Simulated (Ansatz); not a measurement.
Consider GaAs.

Input

```
crystal:
  lattice:
    - [0.0, 2.82685, 2.82685]
    - [2.82685, 0.0, 2.82685]
    - [2.82685, 2.82685, 0.0]
  atoms:
    - { symbol: Ga, position: [0.0, 0.0, 0.0] }
    - { symbol: As, position: [0.75, 0.75, 0.75] }
basis:
  ecutwfc: 420
kpoints:
  mp_grid: { grid: [12, 12, 12] }
hamiltonian:
  xc: pbesol
scf:
  occupations: { method: gaussian, width: 0.02 }
output:
  forces: true
  stress: true
  eigenvalues: true
  write_density: true
  write_potential: true
  elf: true
  volumetric_format: npy
relax:
  adjacent_minimum: "off"
  f_tol: 0.005
  max_steps: 80
  cell: { stress_tol: 0.05 }
```

Command:

```sh
ansatz run input.yaml --threads 4 --pin off --max-ram 10240MiB --backend cpu --events-out ev --progress --plain --runs-dir out
```

Below, planes, directions and counts refer to the conventional cell (a = 5.66 Å, b = 5.66 Å, c = 5.66 Å, α = 90.00°, β = 90.00°, γ = 90.00°).

Space group F-43m.

Level of theory: Ansatz, DFT PBEsol, scalar-relativistic, plane waves, PAW.

Question: What will maps of the valence pseudo-density and electron localisation function show?

Answer: Ga–As (2.45 Å): the density is about 0.49 e/Å³ at the midpoint; the ELF peaks at about 0.80 between the atoms: localised, covalent bonding.

Question: Metal or insulator at this level of theory?

Answer: It is gapped, with a Kohn–Sham gap of 0.42 eV on the k-point mesh, an upper bound to the gap of this method.

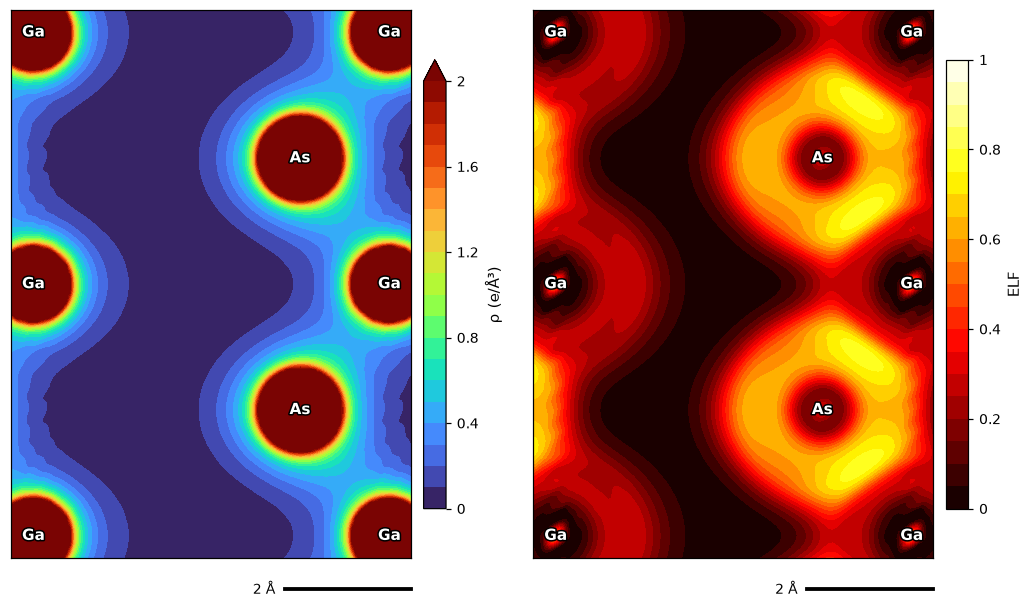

Computed valence pseudo-density and electron localisation function on the (110) plane of the conventional cell, in this order. 
